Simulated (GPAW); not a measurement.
AlN (P6_3mc): how ε∞ follows the gap

The empty bands of AlN (P6_3mc) are shifted up rigidly by Δ, and ε∞ along x is computed for each shift. x, y and z are the Cartesian axes of the input cell.

It takes space group P6_3mc (No. 186, hexagonal). The conventional cell has a = 3.113 Å, b = 3.113 Å, c = 4.981 Å, α = 90.00°, β = 90.00°, γ = 120.00°. Al on site b has 4 N at 1.89 Å as nearest neighbours. Around N on site b lie 4 Al at 1.89 Å.

Method: GPAW 26.7.0, PBE, RPA, k-mesh 12×12×7, local fields up to 70 eV, Lorentzian half width 0.12 eV.

Launch of the response step: `OMP_NUM_THREADS=1 python df.py`. The series took 4.2 min in all, its band step included, on 1 thread of Arm Neoverse V1, with other jobs on the host.

```
Δ (eV)  ε∞ along x
  0.00       4.238
  0.25       4.152
  0.50       4.072
  0.75       3.997
  1.00           ?
  1.50       3.792
  2.00       3.672
  3.00       3.462
```

With one effective transition at E₀ and fixed dipole strength, ε∞ − 1 = A/(E₀ + Δ), so 1/(ε∞ − 1) is linear in Δ.

Working, on the rows shown:

| x = Δ (eV) | y = 1/(ε∞ − 1) |
| --- | --- |
| 0 | 0.308833 |
| 0.25 | 0.317259 |
| 0.5 | 0.325521 |
| 0.75 | 0.333667 |
| 1.5 | 0.358166 |
| 2 | 0.374251 |
| 3 | 0.406174 |

Means: x̄ = 1.1429, ȳ = 0.34627. Σ(x − x̄)(y − ȳ) = 0.2265, Σ(x − x̄)² = 6.982. Slope = 0.2265 / 6.982 = 0.03243; intercept = ȳ − slope · x̄ = 0.3092. Turned back into ε∞ along x, the line misses the rows shown by at most 0.0038.

Problem. What does the fit predict for the withheld row, and how well does it do?

Solution. At x = 1 the line gives y = 0.34163, that is 3.927. The run gave 3.924, so the interpolation is off by 0.0031, 0.4 % of the range in the table.

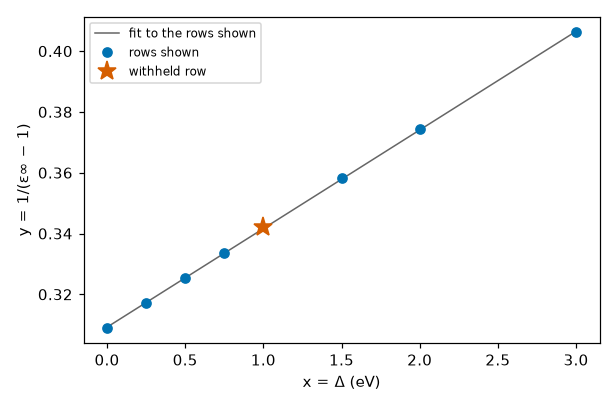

Refitted with all rows, the slope is 0.03243 and the intercept 0.30925. These give E₀ = intercept/slope = 9.5 eV, far above the least direct gap of 4.17 eV: most of the screening comes from transitions well over the edge. Over the first step ε∞ falls by 8 % per eV. The cell comes from an older database entry, whose edges can be off by a per cent or so. Excitons are left out; PBE gaps are as a rule too small. The values come from a sum over the points of one k-mesh and carry its error, which grows as the direct gap shrinks.

[Logs are printed without paths, hosts, clocks, repeated set-up lines and the standing remarks that a program may print on its own settings, such as how far it seeks lower states.]
